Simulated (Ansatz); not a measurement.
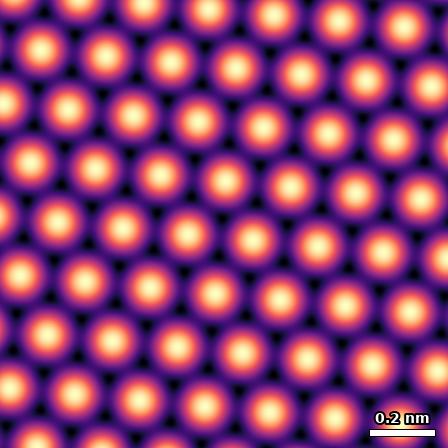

HAADF-like image of Be (Im-3m, No. 229). Simulated incoherent Z contrast: every atom adds Z^1.7 spread by a probe of 1.30 Å full width; channelling and multiple scattering are left out. The display is stretched by a gamma of 0.65; percentages refer to the linear signal. Atomic positions: the input geometry of a calculation; the starting structure was generated, so it need not be a known form of this composition.

```
Be
1.0
     2.50073    0.00000    0.00000
     0.00000    2.50073    0.00000
     0.00000    0.00000    2.50073
Be
2
Direct
  0.00000 0.00000 0.00000
  0.50000 0.50000 0.50000
```

### Along which zone axis is the crystal seen: [211], [111] or [221]? (Directions equivalent by symmetry count as one.)

[111]. The projected cells are 0.72 × 1.77 Å, 90° for [211]; 2.04 × 2.04 Å, 120° for [111]; 0.59 × 1.77 Å, 90° for [221], and the image repeats as the [111] one does.
